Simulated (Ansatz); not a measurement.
## W₁₆S: geometry relaxation (part 2 of 2)

Continued. System: W₁₆S (slab, 17 atoms in the cell). Method: DFT PBE, scalar-relativistic, plane waves, PAW, PAW set soft_1, no spin polarisation (Ansatz 0.2.0); cutoff 420 eV, 4×4×1 k-mesh, Gaussian smearing of 0.1 eV. The structure derives from an entry of the Crystallography Open Database. The input holds or restrains some coordinates. Forces given for the steps count only the free coordinates.

Geometry of the input (Å; fractional positions):
```
6.3674  0.0000  0.0000
0.0000  6.3674  0.0000
0.0000  0.0000  20.1426
W  0.2500  0.2500  0.1986
W  0.2500  0.7500  0.1986
W  0.7500  0.2500  0.1986
W  0.7500  0.7500  0.1986
W  0.0000  0.0000  0.2776
W  0.0000  0.5000  0.2776
W  0.5000  0.0000  0.2776
W  0.5000  0.5000  0.2776
W  0.2500  0.2500  0.3599
W  0.2500  0.7500  0.3599
W  0.7500  0.2500  0.3599
W  0.7500  0.7500  0.3599
W  0.0000  0.0000  0.4291
W  0.0000  0.5000  0.4291
W  0.5000  0.0000  0.4291
W  0.5000  0.5000  0.4291
S  0.0625  0.0625  0.5345
```

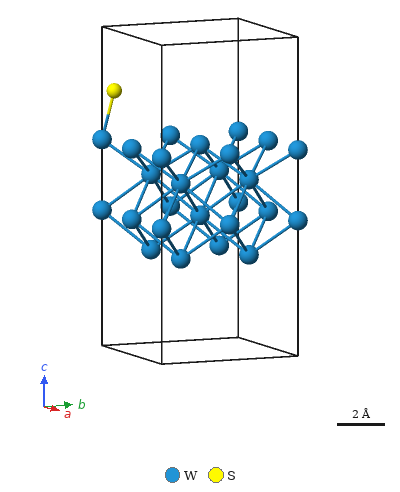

*The geometry at step 2 of the log (ball-and-stick view of the cell of the calculation, with the vacuum cut short, seen slightly off an axis).*

Output, continued:
```
  k-point 0: bands = ["-69.6673", "-69.6082", "-69.6008", "-69.5961", "-69.5908", "-69.5897", "-69.5807", "-69.5613", "-69.5235", "-69.5219", "-69.4953", "-69.4836", "-69.4816", "-69.4788", "-69.4612", "-69.3978", "-34.4231", "-34.4183", "-34.4106", "-34.4069", "-34.3650", "-34.3596", "-34.1130", "-34.0981", "-34.0917", "-34.0716", "-34.0667", "-34.0616", "-34.0579", "-34.0570", "-34.0257", "-34.0187", "-33.9071", "-33.9064", "-33.8274", "-33.8269", "-33.7926", "-33.7163", "-33.7101", "-33.7092", "-33.7033", "-33.6563", "-33.6546", "-33.6524", "-33.6524", "-33.6071", "-33.6038", "-33.5826", "-33.5808", "-33.5736", "-33.5722", "-33.5586", "-33.5487", "-33.4678", "-33.4676", "-33.4056", "-33.3492", "-33.3349", "-33.2795", "-33.2794", "-33.2613", "-33.2567", "-33.2317", "-33.2257", "-7.9502", "-4.0745", "-1.7286", "-1.3073", "-1.3062", "-1.1495", "-1.1489", "-0.8289", "-0.8067", "-0.6596", "-0.3770", "-0.0318", "0.0277", "0.2856", "0.2869", "0.3229", "0.7832", "1.0246", "1.0968", "1.1122", "1.1242", "1.1901", "1.4905", "1.5472", "1.5669", "1.5711", "1.6812", "1.6956", "1.8325", "1.8400", "1.9132", "2.3277", "2.3305", "2.4072", "3.0043", "3.0189", "3.4083", "3.4085", "3.4113", "3.4300", "3.5385", "3.5574", "3.6210", "3.6216", "3.8681", "3.8843", "3.9610", "3.9679", "3.9965", "4.2791", "4.3185", "4.4742", "4.5243", "4.9070", "5.0052", "5.1540", "5.1557", "5.3349", "5.3670", "5.7119", "5.7128", "5.8378", "6.0055", "6.0587", "6.1315", "6.1624", "6.1649", "6.5728", "6.7363", "6.7398", "6.8408", "6.8887", "6.8983", "6.9254"]
  k-point 1: bands = ["-69.6613", "-69.6192", "-69.6052", "-69.5925", "-69.5868", "-69.5839", "-69.5797", "-69.5610", "-69.5362", "-69.5238", "-69.4925", "-69.4852", "-69.4831", "-69.4796", "-69.4450", "-69.4038", "-34.4003", "-34.3908", "-34.3837", "-34.3663", "-34.3307", "-34.3201", "-34.1916", "-34.1405", "-34.1129", "-34.1067", "-34.0997", "-34.0553", "-34.0472", "-34.0283", "-34.0086", "-33.9987", "-33.9522", "-33.8806", "-33.8718", "-33.8220", "-33.8010", "-33.7780", "-33.7510", "-33.7404", "-33.7338", "-33.7017", "-33.6584", "-33.6520", "-33.6479", "-33.6398", "-33.5634", "-33.5628", "-33.5467", "-33.5396", "-33.5167", "-33.5039", "-33.4997", "-33.4845", "-33.4629", "-33.3735", "-33.3550", "-33.3266", "-33.2973", "-33.2842", "-33.2793", "-33.2593", "-33.2527", "-33.2337", "-7.9471", "-3.7453", "-1.8042", "-1.5231", "-1.0386", "-0.9704", "-0.8327", "-0.6798", "-0.6139", "-0.5029", "-0.2855", "-0.1561", "0.1155", "0.2793", "0.3030", "0.4343", "0.8714", "0.9349", "1.0028", "1.0230", "1.0769", "1.2868", "1.3610", "1.5044", "1.5704", "1.5980", "1.6685", "1.7499", "1.8398", "1.8988", "1.9677", "2.0472", "2.2972", "2.6865", "2.7752", "2.8659", "2.8962", "2.9616", "3.2132", "3.4971", "3.5296", "3.5600", "3.6579", "3.7096", "3.7988", "3.8229", "3.9649", "4.0831", "4.1695", "4.1845", "4.2263", "4.2779", "4.3614", "4.4936", "4.6599", "4.8000", "5.0387", "5.1009", "5.2158", "5.5220", "5.6745", "5.7900", "5.8141", "5.9052", "5.9982", "6.0473", "6.1319", "6.1882", "6.2391", "6.2857", "6.3789", "6.4200", "6.6275", "6.6769"]
  k-point 2: bands = ["-69.6504", "-69.6344", "-69.6053", "-69.5909", "-69.5838", "-69.5797", "-69.5748", "-69.5636", "-69.5492", "-69.5243", "-69.4892", "-69.4873", "-69.4828", "-69.4812", "-69.4231", "-69.4187", "-34.3730", "-34.3623", "-34.3116", "-34.3028", "-34.2833", "-34.2645", "-34.2225", "-34.2073", "-34.2059", "-34.1914", "-34.1038", "-34.1015", "-34.0433", "-34.0375", "-33.9633", "-33.9557", "-33.9411", "-33.9404", "-33.8391", "-33.8363", "-33.8045", "-33.7810", "-33.7642", "-33.7617", "-33.7504", "-33.7404", "-33.7205", "-33.7137", "-33.6422", "-33.6362", "-33.5574", "-33.5393", "-33.5157", "-33.5106", "-33.5000", "-33.4853", "-33.4467", "-33.4299", "-33.3911", "-33.3786", "-33.3641", "-33.3488", "-33.3193", "-33.3033", "-33.2934", "-33.2877", "-33.2570", "-33.2313", "-7.9439", "-2.8731", "-2.8464", "-1.1536", "-1.1363", "-0.4716", "-0.4039", "-0.3341", "-0.3178", "-0.2994", "-0.2862", "0.0889", "0.1052", "0.3164", "0.3769", "0.4175", "0.4290", "0.5006", "0.5332", "0.9060", "1.1865", "1.3503", "1.4235", "1.5221", "1.5642", "1.8538", "1.8764", "1.8884", "1.9913", "2.0979", "2.1250", "2.1354", "2.2603", "2.3746", "2.4748", "2.5140", "2.8187", "2.8943", "2.9960", "3.0513", "3.1607", "3.2342", "3.4224", "3.4597", "3.7308", "3.7725", "3.9582", "3.9694", "3.9872", "4.0385", "4.0411", "4.1351", "4.1463", "4.5599", "4.8658", "4.9560", "4.9635", "5.0249", "5.0426", "5.1929", "5.3181", "5.4937", "5.5501", "5.7996", "5.8685", "5.9660", "5.9820", "6.0333", "6.2666", "6.4113", "6.5067", "6.5138", "6.5194", "6.5729"]
  k-point 6: bands = ["-69.6382", "-69.6270", "-69.6256", "-69.6028", "-69.5784", "-69.5721", "-69.5716", "-69.5483", "-69.5453", "-69.5432", "-69.5158", "-69.5057", "-69.4599", "-69.4507", "-69.4310", "-69.4232", "-34.2630", "-34.2555", "-34.2551", "-34.2476", "-34.2416", "-34.2415", "-34.2268", "-34.2239", "-34.1653", "-34.1559", "-34.1513", "-34.1487", "-34.0543", "-34.0465", "-34.0395", "-34.0348", "-33.9699", "-33.9624", "-33.9482", "-33.9444", "-33.8340", "-33.8313", "-33.8205", "-33.8165", "-33.7129", "-33.7051", "-33.6888", "-33.6877", "-33.5552", "-33.5505", "-33.5490", "-33.5463", "-33.5367", "-33.5319", "-33.5136", "-33.5129", "-33.4421", "-33.4327", "-33.4298", "-33.3973", "-33.3446", "-33.3265", "-33.3127", "-33.3097", "-33.2773", "-33.2625", "-33.2381", "-33.2311", "-7.9394", "-1.8304", "-1.8221", "-1.8055", "-1.7993", "-0.1010", "-0.0075", "-0.0051", "0.0073", "0.4110", "0.4432", "0.4449", "0.6743", "0.6931", "0.7038", "0.7224", "0.7415", "0.8988", "0.9080", "0.9209", "0.9270", "1.2275", "1.2601", "1.4561", "1.4848", "1.4871", "1.4894", "1.4909", "1.5250", "1.7819", "1.7836", "1.7929", "1.7971", "1.8623", "2.1358", "2.2083", "2.3140", "2.3178", "2.3255", "2.3783", "2.7030", "2.7605", "2.7704", "2.9025", "3.4185", "3.4433", "3.4778", "3.4958", "4.0049", "4.0311", "4.1200", "4.1225", "4.1462", "4.1538", "4.2935", "4.3026", "4.6212", "4.8324", "5.0007", "5.0175", "5.3229", "5.5882", "5.6815", "5.6846", "5.6963", "5.8723", "5.8733", "6.5332", "6.6495", "6.6556", "6.6566", "6.6720", "6.6787", "6.7496"]
--- Relaxed structure (3 steps of the walk, 3 accepted, 0 SCFs on fresh bases) ---
  F+E_penalty+E_count = -167057.53437936 eV   max|allowed force component| = 2.299e-2 eV/Å
  atoms:
    - { symbol: W, position: [0.25, 0.25, 0.1985843164] }
    - { symbol: W, position: [0.25, 0.7499999999999999, 0.1985843164] }
    - { symbol: W, position: [0.7499999999999999, 0.25, 0.1985843164] }
    - { symbol: W, position: [0.7499999999999999, 0.7499999999999999, 0.1985843164] }
    - { symbol: W, position: [0.0, 0.0, 0.2776134068] }
    - { symbol: W, position: [0.0, 0.5, 0.2776134068] }
    - { symbol: W, position: [0.5, 0.0, 0.2776134068] }
    - { symbol: W, position: [0.5, 0.5, 0.2776134068] }
    - { symbol: W, position: [0.25, 0.25, 0.3599451808] }
    - { symbol: W, position: [0.25, 0.7499999999999999, 0.3599451808] }
    - { symbol: W, position: [0.7499999999999999, 0.25, 0.3599451808] }
    - { symbol: W, position: [0.7499999999999999, 0.7499999999999999, 0.3599451808] }
    - { symbol: W, position: [0.0, 0.0, 0.4290700903] }
    - { symbol: W, position: [0.0, 0.5, 0.4290700903] }
    - { symbol: W, position: [0.5, 0.0, 0.4290700903] }
    - { symbol: W, position: [0.5, 0.5, 0.4290700903] }
    - { symbol: S, position: [0.0625, 0.0625, 0.5348621368959864] }
```

Trajectory as extended XYZ (Å, eV, eV/Å), 3 frames, from step=1 to step=3:
```
17
Lattice="6.3674 0.0000 0.0000 0.0000 6.3674 0.0000 0.0000 0.0000 20.1426" Properties=species:S:1:pos:R:3:forces:R:3 step=1 energy=-167057.53399
W     1.5918    1.5918    4.0000    0.0255   0.0255   2.1177
W     1.5918    4.7755    4.0000    0.0242  -0.0214   2.1198
W     4.7755    1.5918    4.0000   -0.0214   0.0242   2.1198
W     4.7755    4.7755    4.0000   -0.0414  -0.0414   2.1073
W     0.0000    0.0000    5.5918   -0.0018  -0.0018  -2.2889
W     0.0000    3.1837    5.5918   -0.0040   0.0222  -2.0197
W     3.1837    0.0000    5.5918    0.0222  -0.0040  -2.0197
W     3.1837    3.1837    5.5918    0.0322   0.0322  -2.4693
W     1.5918    1.5918    7.2502    0.4260   0.4260  -0.6295
W     1.5918    4.7755    7.2502    0.5349  -0.4575  -0.3949
W     4.7755    1.5918    7.2502   -0.4575   0.5349  -0.3949
W     4.7755    4.7755    7.2502   -0.6823  -0.6823  -0.3285
W     0.0000    0.0000    8.6426   -0.1839  -0.1839   2.0398
W     0.0000    3.1837    8.6426    0.0214   0.0933   0.0730
W     3.1837    0.0000    8.6426    0.0933   0.0214   0.0730
W     3.1837    3.1837    8.6426   -0.0446  -0.0446  -0.2328
S     0.3980    0.3980   10.7660    0.2572   0.2572   0.1256
17
Lattice="6.3674 0.0000 0.0000 0.0000 6.3674 0.0000 0.0000 0.0000 20.1426" Properties=species:S:1:pos:R:3:forces:R:3 step=2 energy=-167057.53438
W     1.5918    1.5918    4.0000    0.0255   0.0255   2.1172
W     1.5918    4.7755    4.0000    0.0240  -0.0213   2.1189
W     4.7755    1.5918    4.0000   -0.0213   0.0240   2.1189
W     4.7755    4.7755    4.0000   -0.0411  -0.0411   2.1065
W     0.0000    0.0000    5.5918   -0.0018  -0.0018  -2.2844
W     0.0000    3.1837    5.5918   -0.0040   0.0222  -2.0190
W     3.1837    0.0000    5.5918    0.0222  -0.0040  -2.0190
W     3.1837    3.1837    5.5918    0.0319   0.0319  -2.4675
W     1.5918    1.5918    7.2502    0.4221   0.4221  -0.6264
W     1.5918    4.7755    7.2502    0.5309  -0.4538  -0.3934
W     4.7755    1.5918    7.2502   -0.4538   0.5309  -0.3934
W     4.7755    4.7755    7.2502   -0.6773  -0.6773  -0.3274
W     0.0000    0.0000    8.6426   -0.1589  -0.1589   2.1676
W     0.0000    3.1837    8.6426    0.0223   0.0920   0.0765
W     3.1837    0.0000    8.6426    0.0920   0.0223   0.0765
W     3.1837    3.1837    8.6426   -0.0447  -0.0447  -0.2298
S     0.3980    0.3980   10.7735    0.2319   0.2319  -0.0227
17
Lattice="6.3674 0.0000 0.0000 0.0000 6.3674 0.0000 0.0000 0.0000 20.1426" Properties=species:S:1:pos:R:3:forces:R:3 step=3 energy=-167057.53438
W     1.5918    1.5918    4.0000    0.0254   0.0254   2.1172
W     1.5918    4.7755    4.0000    0.0239  -0.0213   2.1189
W     4.7755    1.5918    4.0000   -0.0213   0.0239   2.1189
W     4.7755    4.7755    4.0000   -0.0410  -0.0410   2.1065
W     0.0000    0.0000    5.5918   -0.0018  -0.0018  -2.2847
W     0.0000    3.1837    5.5918   -0.0040   0.0222  -2.0189
W     3.1837    0.0000    5.5918    0.0222  -0.0040  -2.0189
W     3.1837    3.1837    5.5918    0.0320   0.0320  -2.4672
W     1.5918    1.5918    7.2502    0.4223   0.4223  -0.6262
W     1.5918    4.7755    7.2502    0.5311  -0.4539  -0.3932
W     4.7755    1.5918    7.2502   -0.4539   0.5311  -0.3932
W     4.7755    4.7755    7.2502   -0.6775  -0.6775  -0.3272
W     0.0000    0.0000    8.6426   -0.1589  -0.1589   2.1680
W     0.0000    3.1837    8.6426    0.0223   0.0920   0.0764
W     3.1837    0.0000    8.6426    0.0920   0.0223   0.0764
W     3.1837    3.1837    8.6426   -0.0447  -0.0447  -0.2299
S     0.3980    0.3980   10.7735    0.2319   0.2319  -0.0230
```

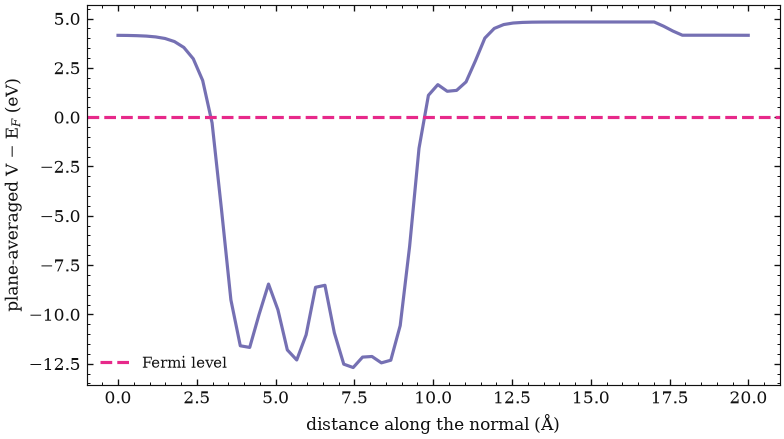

*Plane average of the electrostatic potential energy of an electron across the cell, from the Fermi level.*

The vacuum level lies 4.83 eV above the Fermi level on the upper side and 4.16 eV on the lower.

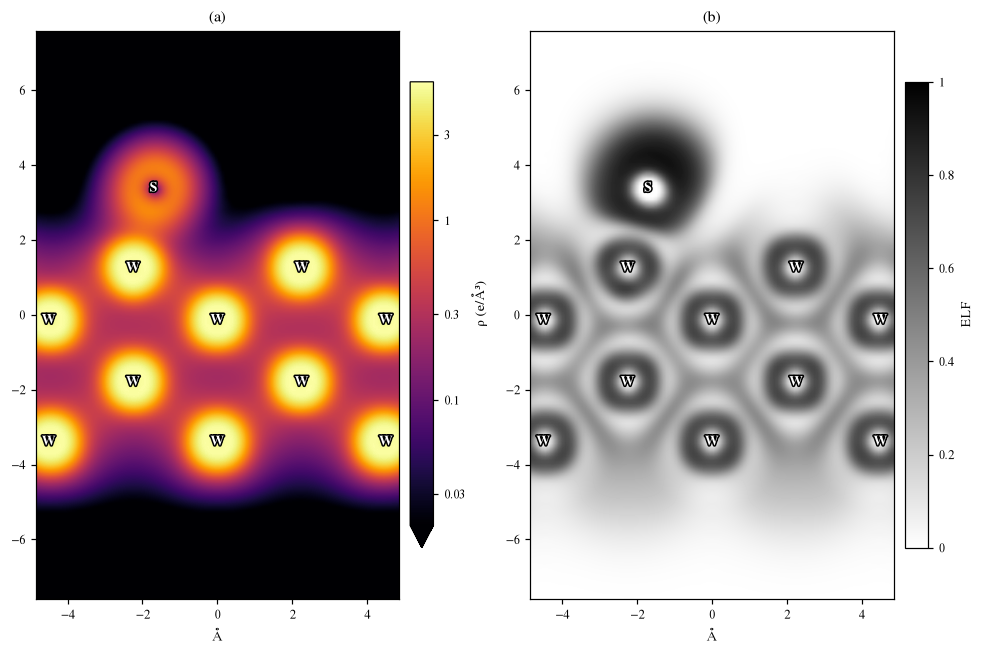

*(a) valence charge density (pseudo); (b) ELF on the (11̄0) plane of the calculation cell, a cut from vacuum to vacuum.*

W–S (2.20 Å): ρ is about 0.91 e/Å³ halfway; the ELF is about 0.45 at the midpoint. W–W (2.65 Å): ρ is about 0.51 e/Å³ halfway; the ELF is about 0.40 at the midpoint (no localised pair between them). W–W (2.76 Å): ρ at the midpoint is about 0.43 e/Å³; the ELF is about 0.45 at the midpoint (no shared electron pair). The density dies away to nearly zero in the vacuum. The strong features right at W lie inside the PAW spheres (semicore, d or f shells) and say nothing about bonding. The fields are those of the smooth PAW valence density.

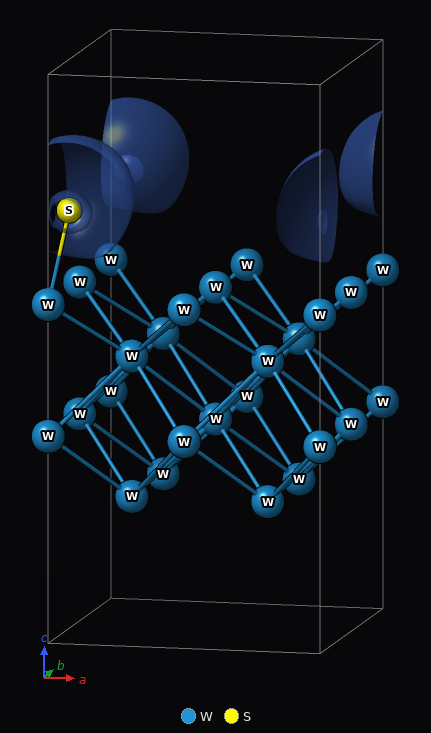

*Isosurface of the electron localisation function at 0.6 (blue), seen slightly off an axis. Core shells and regions of very low density are left out. Sticks mark near contacts.*

Values along the shortest contacts: W–S (2.20 Å): the ELF is about 0.45 at the midpoint. W–W (2.65 Å): the ELF is about 0.40 at the midpoint; no shared electron pair.

Results in brief:

| quantity | value |
| --- | --- |
| outcome | converged under the restraints of the input |
| electrons treated | 230 |
| free energy | −167057.5344 eV |
| work function, top face | 4.83 eV |
| work function, bottom face | 4.16 eV |
| Fermi energy | 4.162 eV |
| gap on the k-point mesh | none (metallic) |
| final volume | 816.66 Å³ |
| work function (upper face) | 4.83 eV |
| largest force (length of the vector) at the end, held atoms and coordinates included | 2.468 eV/Å |
| wall time | 54 s (CPU time 3.5 min) |
| peak memory | 2.5 GiB |

Warnings of the run: the exchange-correlation potential is rough where the density is thin. Spin–orbit coupling is left out, which matters for W.
